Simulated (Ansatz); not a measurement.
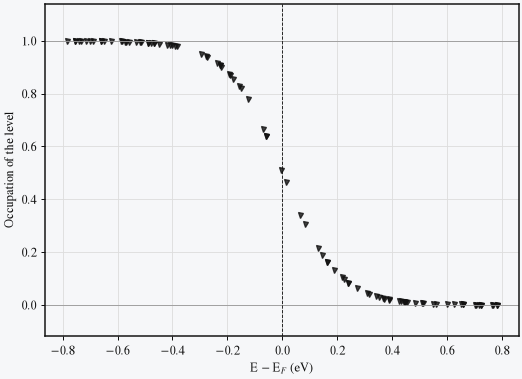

Occupations of the one-electron levels of the k mesh against their energy, from a run on CrO$_{2}$, space group P-42_1m, 6 atoms in the cell, with Ansatz.

**Name the smearing function and its width.**

Fermi-Dirac smearing with a width of 0.1 eV. The occupations stay between 0 and 1 and have long exponential tails; the slope at the Fermi level is 1/(4 × width).
